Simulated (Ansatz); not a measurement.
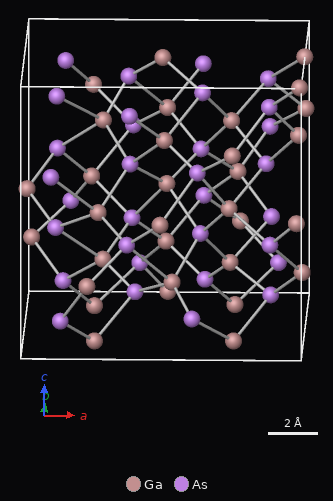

Starting frame of a dynamics run of an amorphous cell of composition Ga₃₂As₃₂ (64 atoms in the cell). A ball-and-stick model of the simulation cell, seen from a free direction. Bonds to atoms that aren't drawn are left out.

These are results of DFT, PBEsol, PAW, plane waves (Ansatz 0.2.0), not measurements.

Set-up: plane-wave cutoff 420 eV; k-point mesh 1 × 1 × 1; Fermi-Dirac smearing 0.01 eV; Langevin thermostat (NVT); set temperature 2500 K, then 2500 K at the end of 240 steps, then to 300 K over 460 steps; time step 2.5 fs. The run takes 1.70 ps.

Predict how the run goes.

Answer. Under the programmed temperature the kinetic temperature goes from 2421 K (first eighth) to 741 K (last eighth), with a peak of 2570 K. That is well off the final set point of 300 K. The potential energy in the second half lies on average 177 meV per atom above the first frame. In the second half of the run the atoms are, in the root-mean-square, this far from where they began (common drift taken out): Ga 1.92 Å, As 1.54 Å. That is a large part of the typical shortest distance between atoms in the first frame, about 2.3 Å and still growing: the atoms leave their places as in a liquid.

Along the run:

```csv
time (fs),potential energy (meV/atom),T (K)
0.0,0.0,2461
197.5,39.0,2570
397.5,150.8,2500
597.5,243.1,2397
797.5,258.7,2426
997.5,223.8,1514
1197.5,191.1,1528
1397.5,160.2,1127
1597.5,119.9,854
```

The frame at 1.70 ps:

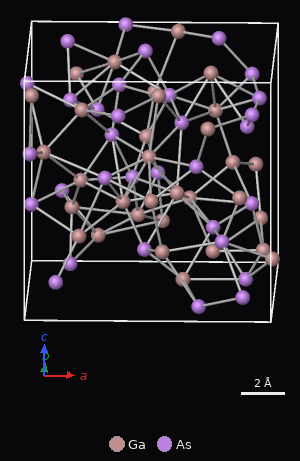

Limits of the set-up: the program's low-accuracy preset was used.

Cost: 7.7 min on 1 × NVIDIA GB300 with 8 threads of Arm Neoverse-V2, peak memory 2.1 GiB.
